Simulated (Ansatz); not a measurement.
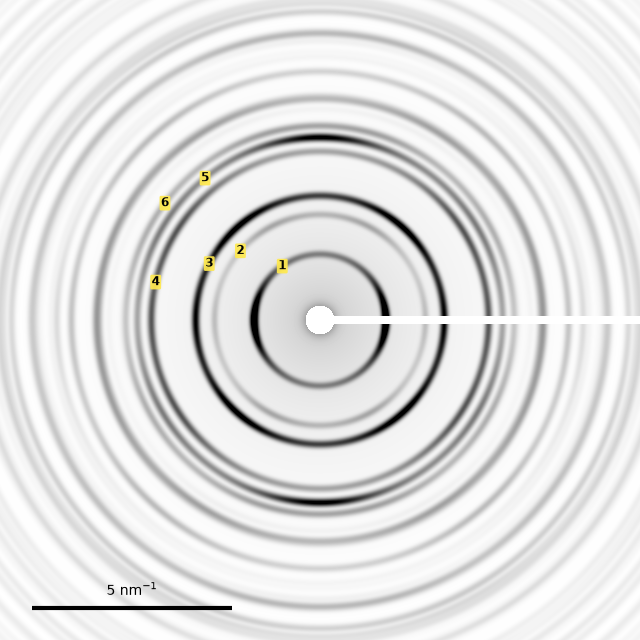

Simulated electron diffraction rings at 100 kV (λ = 0.0370 Å), scale in nm⁻¹ (radius = 1/d), for a sample with fibre texture (March–Dollase model, fibre axis vertical in the picture). Kinematic intensities with B = 0.8 Å² for all atoms, without multiple scattering; brightness goes as intensity to the power 0.6, clipped at the top. Reflections closer than the ring width show as one ring.

The sample is SrCl₂, space group P-3m1, a = 4.380 Å, b = 4.380 Å, c = 6.078 Å, α = 90.00°, β = 90.00°, γ = 120.00°. It is based on coordinates from a relaxation with DFT PBEsol, scalar-relativistic, plane waves, PAW in Ansatz 0.2.0; the starting structure was generated, so it need not be a known form of this composition.

**Give radius, d-spacing and indices of the numbered rings.**

| ring | radius | d (Å) | hkl |
| --- | --- | --- | --- |
| 1 | 1.65 nm⁻¹ | 6.08 | 001 |
| 2 | 2.64 nm⁻¹ | 3.79 | 100 |
| 3 | 3.11 nm⁻¹ | 3.22 | 011 |
| 4 | 4.22 nm⁻¹ | 2.37 | 102/012 |
| 5 | 4.57 nm⁻¹ | 2.19 | 110 |
| 6 | 4.85 nm⁻¹ | 2.06 | 111 |

**Which lattice planes lie preferentially normal to the fibre axis?**

The (1 1 0) planes: ring 5 is concentrated at the top and bottom of the pattern (March parameter 0.45).
